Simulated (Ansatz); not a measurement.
**Geometry relaxation of Zr$_{4}$O (part 1 of 3)**

- system: Zr$_{4}$O (15 atoms in the cell)
- method: DFT r2SCAN, scalar-relativistic, plane waves, PAW, no spin polarisation (Ansatz 0.2.0)

The structure derives from a Materials Project entry. It belongs to a series of runs on one base structure; here: volume × 1.10, shape and atoms relaxed.

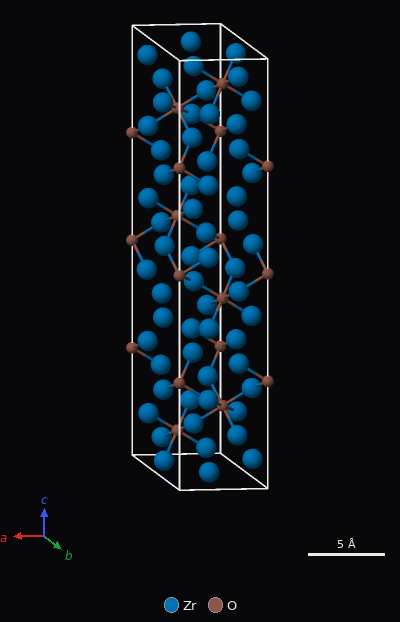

Figure 1. The structure as given in the input (ball-and-stick view of the cell 3 times as large as that of the calculation, set on its symmetry axes, seen at an oblique angle). An atom can appear more than once, as a periodic image. Near neighbours in the periodic cell (some may lie outside the picture): Zr has 1 O at 2.35 Å; Zr has 2 O at 2.33 Å; O has 6 Zr at 2.33 to 2.35 Å.

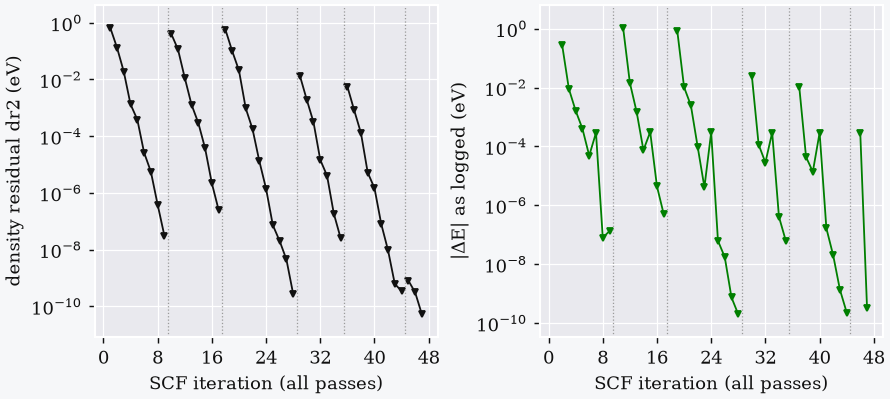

Figure 2. Convergence of the self-consistent field: density residual dr2 and size of the energy change against the SCF iteration. The dotted lines part the SCF passes of the relaxation: geometry steps, rejected trials and re-solves on a re-selected basis. The 6 passes take 3 to 11 iterations each, 47 in all.

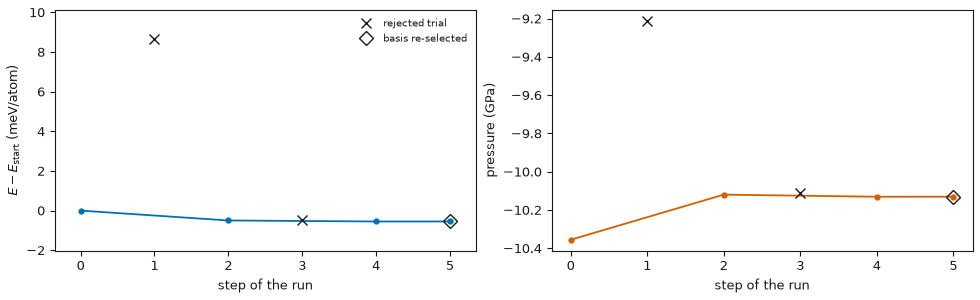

Figure 3. Progress of the relaxation, step by step (the first geometry is step 0 here and step 1 in the log). The largest moves relative to the cell, 0.013 Å, are those of Zr2, Zr4, Zr6, Zr8, Zr10 and Zr12. Largest moves by element: Zr 0.013 Å, O 0.006 Å. Among the contacts that change: Zr10–O13 2.330 → 2.324 Å, Zr11–O15 2.347 → 2.341 Å, Zr10–O14 2.332 → 2.326 Å. The space group stays R-3 (No. 148). After 4 geometry steps the energy has fallen by 0.5 meV per atom. Largest force component: 0.12 eV/Å at the start, 0.0042 eV/Å at the end. Pressure: −10.36 GPa at the start and −10.13 GPa at the end. The line search rejected the trial steps at points 1, 3 (counted from 0) and went back. A last SCF at the same geometry on a re-selected plane-wave basis shifts the energy by +0.0 meV per atom. (Atoms are counted from 1 in the order of the input.)

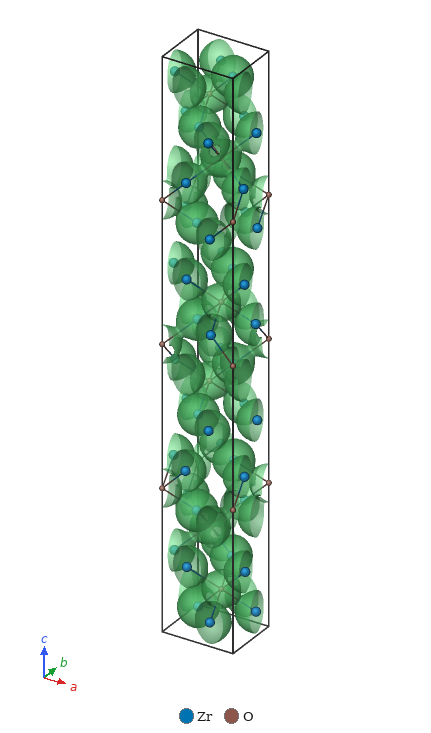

Figure 4. Isosurface of the valence electron density at 0.3 e/Å³ (green), seen slightly off an axis. Sticks mark near contacts. The outline is the cell set on symmetry axes. At this value the density is joined into sheets; it holds about 75 % of the electrons treated as valence (semicore included). On the grid the lowest density along these lines, outside the cores, is 0.36 e/Å³ (Zr–O, 2.32 Å). Core electrons are frozen (PAW), so the fields are smoothed inside the atomic spheres.

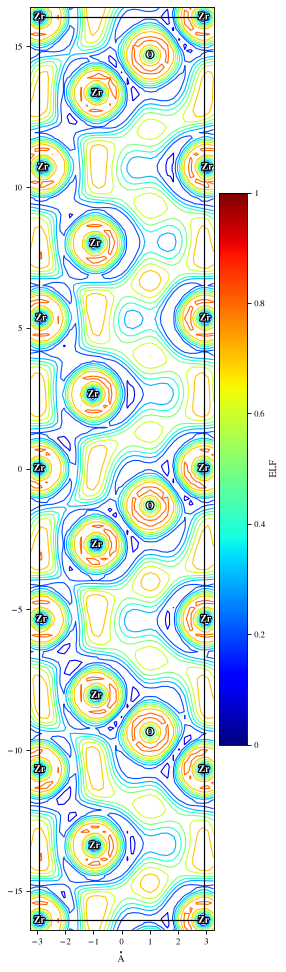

Figure 5. Electron localisation function on the (010) plane of the conventional cell. The section cuts through Zr and O sites. Zr–O (2.34 Å): the ELF peaks at about 0.80 in the valence shell of O, 0.6 Å from its nucleus, and drops to about 0.10 between the two atoms (no shared pair; the contact is polar). The strong features right at Zr lie inside the PAW spheres (semicore, d or f shells) and say nothing about bonding.

The input that produced these results follows, with the program's output.

### The input
```yaml
crystal:
  lattice:
    - [2.9181608549, 1.6848009551, 10.7023454841]
    - [-2.9181608549, 1.6848009551, 10.7023454841]
    - [0.0, -3.3696019102, 10.7023454841]
  atoms:
    - { symbol: Zr, position: [0.620426386, 0.9656193641, 0.2904348755] }
    - { symbol: Zr, position: [0.1237128101, 0.4714336141, 0.7815330561] }
    - { symbol: Zr, position: [0.9656193641, 0.2904348755, 0.620426386] }
    - { symbol: Zr, position: [0.4714336141, 0.7815330561, 0.1237128101] }
    - { symbol: Zr, position: [0.2904348755, 0.620426386, 0.9656193641] }
    - { symbol: Zr, position: [0.7815330561, 0.1237128101, 0.4714336141] }
    - { symbol: Zr, position: [0.0343806359, 0.7095651245, 0.379573614] }
    - { symbol: Zr, position: [0.5285663859, 0.2184669439, 0.8762871899] }
    - { symbol: Zr, position: [0.379573614, 0.0343806359, 0.7095651245] }
    - { symbol: Zr, position: [0.8762871899, 0.5285663859, 0.2184669439] }
    - { symbol: Zr, position: [0.7095651245, 0.379573614, 0.0343806359] }
    - { symbol: Zr, position: [0.2184669439, 0.8762871899, 0.5285663859] }
    - { symbol: O, position: [0.5, 0.5, 0.5] }
    - { symbol: O, position: [0.2497017209, 0.2497017209, 0.2497017209] }
    - { symbol: O, position: [0.7502982791, 0.7502982791, 0.7502982791] }
basis:
  ecutwfc: 500
kpoints:
  mp_grid: { grid: [6, 6, 6] }
hamiltonian:
  xc: r2scan
scf:
  occupations: { method: gaussian, width: 0.1 }
output:
  forces: true
  stress: true
  eigenvalues: true
  write_density: true
  write_potential: true
  elf: true
  volumetric_format: npy
relax:
  adjacent_minimum: "off"
  f_tol: 0.01
  max_steps: 30
  cell: { stress_tol: 0.1, fix: [volume] }
```

Command:
```bash
ansatz run input.yaml --threads 4 --pin off --max-ram 10240MiB --backend cpu --events-out ev --progress --plain --runs-dir out
```

### Output
```
basis.fft_grid_basis auto: the FFT boxes are laid along the combinations [[1, -1, 0], [0, 1, 0], [0, -1, 1]] of the cell's own vectors, 5.836, 11.220 and 5.836 Å long. The dense box has 45×90×45 points. Along the cell's own vectors, as sized, it would have 90×90×90, 4.00 times as many. Of the 6 symmetry operations that the crystal satisfies within crystal.symmetry.tolerance (time reversal apart; of a slab, those that keep its plane) the dense box along the cell's own vectors carries 6, and the one as laid loses 4 of those. basis.fft_grid_basis: typed keeps the cell's own vectors: state it where this run's energies or levels are differenced outside the engine with another run's, or held beside a run that keeps those vectors. Those combinations have planes normal to reciprocal vector 3, as the cell's own vectors have. Each planar average written beside output.write_density, output.write_potential has a row for each plane of the box: 45. The volumetric files lie along those combinations, not along the cell's own vectors: a cube or XSF file states them, and fields.json those of NumPy files.
Engine: ansatz 0.2.0, x86_64-unknown-linux-gnu
Pseudopotentials: kind: paw
Pseudopotential: Zr, paw, valence charge 12, recommended cutoff 500 eV (meta_gga), Zr.paw.azcp
Pseudopotential: O, paw, valence charge 6, recommended cutoff 500 eV (meta_gga), O.paw.azcp
Functional definition: r2SCAN
  parameter k0 = 0.174
  parameter k1 = 0.065
  parameter a1 = 4.9479
  exchange = r2scan_x(k0 = k0, k1 = k1, a1 = a1)
  correlation = r2scan_c
Crystal: 15 atoms, lattice volume = 315.710 Å³
Basis set: ecut = 500 eV, 8061 PW (Γ), FFT grids on a1−a2, a2, −a2+a3, exchange–correlation on 180×360×180 points (64 copies of the dense FFT grid, shifted against one another)
Bands: 98, of which v1, the nominal top of the filled ones, is band 81 counted from 1 (80 counted from 0)
Symmetry: 6 space group operations
Space group: R-3 (ITA 148), of the structure as read, at distance tolerance 6.8e-5 Å
k-points: 40 of 216
Non-local potential: Zr, projectors of the file, l = 0: 3, l = 1: 2, l = 2: 2, l = 3: 2
Non-local potential: O, projectors of the file, l = 0: 2, l = 1: 2, l = 2: 1
PAW form: soft (Blöchl's): semilocal exchange-correlation on the pseudo side does not see the compensation charge
PAW frozen core: Zr, regenerated for the run's functional (the file was generated under x = pbe(κ = 0.804, μ = 0.2195149727645171), c = pbe(β = 0.06672455060314922))
PAW frozen core: O, regenerated for the run's functional (the file was generated under x = pbe(κ = 0.804, μ = 0.2195149727645171), c = pbe(β = 0.06672455060314922))
PAW one-centre angular grid: Zr, 590 points (default); XC on 160 Gauss nodes
PAW one-centre angular grid: O, 302 points (default); XC on 160 Gauss nodes
Initial density: superposition of atomic densities (neutral atoms: chi_scale 0, normalization atom), corrected by the library's trained network
Initial wavefunctions: pseudopotential atomic-orbital guess
Functional: x = r2scan, c = r2scan; τ floored in thin density (d = 2e-4 eV/Å³)
SCF iter   1: F=—  HF=-52055.410442 eV  |F-HF|=—  |Δ(HF+E_count)|=         —  Δρ=1.30e-2  dr2=6.79e-1  dr2_τ=2.94e-1  ethr=1.77e-3  ⟨swp⟩=7.3  Hψ=15713  notcnv=0
preconditioner: auto → Kerker (q_TF=auto, 2.441 Å⁻¹)  [metal: Δε(μ)=0.024 eV  Ē_g=4.450 eV  σ=0.100 eV  W_gap=0.13  n_scr=68 (ndim 8)  ℏωp=16.2 eV  f_vac=0.000  D(μ)=5.23/eV (n_scr^D=28)]
SCF iter   2: F=—  HF=-52055.696164 eV  |F-HF|=—  |Δ(HF+E_count)|=   2.86e-1  Δρ=6.19e-3  dr2=1.34e-1  dr2_τ=1.09e-2  ethr=4.19e-4  ⟨swp⟩=2.0  Hψ=6260  notcnv=0  defer=260
SCF iter   3: F=—  HF=-52055.687202 eV  |F-HF|=—  |Δ(HF+E_count)|=   8.96e-3  Δρ=2.30e-3  dr2=1.91e-2  dr2_τ=1.14e-3  ethr=8.25e-5  ⟨swp⟩=2.0  Hψ=4861  notcnv=0  defer=260
SCF iter   4: F=—  HF=-52055.688834 eV  |F-HF|=—  |Δ(HF+E_count)|=   1.63e-3  Δρ=5.43e-4  dr2=1.33e-3  dr2_τ=7.26e-5  ethr=1.18e-5  ⟨swp⟩=2.0  Hψ=4999  notcnv=0  defer=260
SCF iter   5: F=—  HF=-52055.689232 eV  |F-HF|=—  |Δ(HF+E_count)|=   3.99e-4  Δρ=3.69e-4  dr2=3.87e-4  dr2_τ=5.17e-5  ethr=8.21e-7  ⟨swp⟩=2.0  Hψ=5176  notcnv=0  defer=260
SCF iter   6: F=—  HF=-52055.689184 eV  |F-HF|=—  |Δ(HF+E_count)|=   4.85e-5  Δρ=8.28e-5  dr2=2.64e-5  dr2_τ=1.43e-6  ethr=2.39e-7  ⟨swp⟩=2.0  Hψ=4511  notcnv=0  defer=260
SCF iter   7: F=—  HF=-52055.688895 eV  |F-HF|=—  |Δ(HF+E_count)|=   2.89e-4  Δρ=4.30e-5  dr2=5.61e-6  dr2_τ=5.70e-7  ethr=1.63e-8  ⟨swp⟩=2.0  Hψ=6787  notcnv=0  defer=260
SCF iter   8: F=—  HF=-52055.688895 eV  |F-HF|=—  |Δ(HF+E_count)|=   7.92e-8  Δρ=9.60e-6  dr2=3.85e-7  dr2_τ=2.97e-8  ethr=3.46e-9  ⟨swp⟩=2.0  Hψ=4973  notcnv=0  defer=260
SCF iter   9: F=-52055.688895 eV  HF=-52055.688895 eV  |F-HF|=4.39e-9  |Δ(HF+E_count)|=   1.33e-7  Δρ=2.62e-6  dr2=3.07e-8  dr2_τ=1.90e-9  ethr=6.17e-11  ⟨swp⟩=15.0  Hψ=24925  notcnv=0
SCF 1 converged in 9 iterations: F = -52055.688895 eV  dr2 = 3.07e-8
  greatest PAW one-centre occupation: 0.989 electrons in one spin orbital (limit 2), on the Zr atom at site 10 (counted from 0), in its partial waves of l = 0
relax step   1: F+E_penalty+E_count = -52055.68889537 eV  Δ(F+E_penalty+E_count) = +0.000e0 eV  max|allowed force component| = 1.189e-1 eV/Å  Δτ_max = 0.0000 Å  P = -10.355 GPa  Ω = 315.710 Å³  fix = [volume]  reactions: volume -10.355 GPa  (9 SCF iters, dr2 threshold 1.00e-7 eV, accepted)
Basis set: ecut = 500 eV, 8067 PW (Γ), FFT grids on a1−a2, a2, −a2+a3, exchange–correlation on 180×360×180 points (64 copies of the dense FFT grid, shifted against one another)
Initial density: handed on by an earlier stage of this run
Initial wavefunctions: those handed on with the density
iter 1 solved again at ethr=2.46e-4 eV; its pass at ethr=3.10e-3 eV (dr2=3.98e-1 eV) is discarded
SCF iter   1: F=—  HF=-52054.482504 eV  |F-HF|=—  |Δ(HF+E_count)|=         —  Δρ=5.93e-3  dr2=4.12e-1  dr2_τ=2.25e0  ethr=2.46e-4  ⟨swp⟩=1.0  Hψ=16753  notcnv=0
preconditioner: auto → Kerker (q_TF=auto, 2.441 Å⁻¹)  [metal: Δε(μ)=0.021 eV  Ē_g=4.395 eV  σ=0.100 eV  W_gap=0.12  n_scr=68 (ndim 8)  ℏωp=16.2 eV  f_vac=0.000  D(μ)=5.74/eV (n_scr^D=30)]
SCF iter   2: F=—  HF=-52055.575243 eV  |F-HF|=—  |Δ(HF+E_count)|=    1.09e0  Δρ=3.22e-3  dr2=1.16e-1  dr2_τ=1.60e-3  ethr=2.46e-4  ⟨swp⟩=2.0  Hψ=7600  notcnv=0
SCF iter   3: F=—  HF=-52055.560802 eV  |F-HF|=—  |Δ(HF+E_count)|=   1.44e-2  Δρ=1.03e-3  dr2=1.15e-2  dr2_τ=5.92e-4  ethr=7.19e-5  ⟨swp⟩=2.0  Hψ=4751  notcnv=0
SCF iter   4: F=—  HF=-52055.559326 eV  |F-HF|=—  |Δ(HF+E_count)|=   1.48e-3  Δρ=5.01e-4  dr2=1.30e-3  dr2_τ=1.01e-4  ethr=7.13e-6  ⟨swp⟩=2.0  Hψ=5014  notcnv=0
SCF iter   5: F=—  HF=-52055.559251 eV  |F-HF|=—  |Δ(HF+E_count)|=   7.47e-5  Δρ=3.10e-4  dr2=2.95e-4  dr2_τ=3.49e-5  ethr=8.05e-7  ⟨swp⟩=2.0  Hψ=5216  notcnv=0
SCF iter   6: F=—  HF=-52055.558944 eV  |F-HF|=—  |Δ(HF+E_count)|=   3.08e-4  Δρ=7.34e-5  dr2=3.77e-5  dr2_τ=1.66e-6  ethr=1.82e-7  ⟨swp⟩=2.0  Hψ=5222  notcnv=0
SCF iter   7: F=—  HF=-52055.558948 eV  |F-HF|=—  |Δ(HF+E_count)|=   4.36e-6  Δρ=2.33e-5  dr2=2.18e-6  dr2_τ=1.52e-7  ethr=2.33e-8  ⟨swp⟩=2.0  Hψ=5123  notcnv=0
SCF iter   8: F=-52055.558948 eV  HF=-52055.558948 eV  |F-HF|=8.90e-8  |Δ(HF+E_count)|=   4.94e-7  Δρ=7.09e-6  dr2=2.51e-7  dr2_τ=1.44e-8  ethr=5.45e-10  ⟨swp⟩=12.7  Hψ=28824  notcnv=0
SCF 2 converged in 8 iterations: F = -52055.558948 eV  dr2 = 2.51e-7
relax step   2: F+E_penalty+E_count = -52055.55894829 eV  Δ(F+E_penalty+E_count) = +1.299e-1 eV  max|allowed force component| = 6.045e-1 eV/Å  Δτ_max = 0.0617 Å  P = -9.210 GPa  Ω = 315.710 Å³  energy of the carried Pulay correction = +1.125e-16 eV  fix = [volume]  (8 SCF iters, dr2 threshold 8.83e-7 eV, rejected (line search))
Basis set: ecut = 500 eV, 8037 PW (Γ), FFT grids on a1−a2, a2, −a2+a3, exchange–correlation on 180×360×180 points (64 copies of the dense FFT grid, shifted against one another)
iter 1 solved again at ethr=3.75e-4 eV; its pass at ethr=3.10e-3 eV (dr2=6.07e-1 eV) is discarded
```
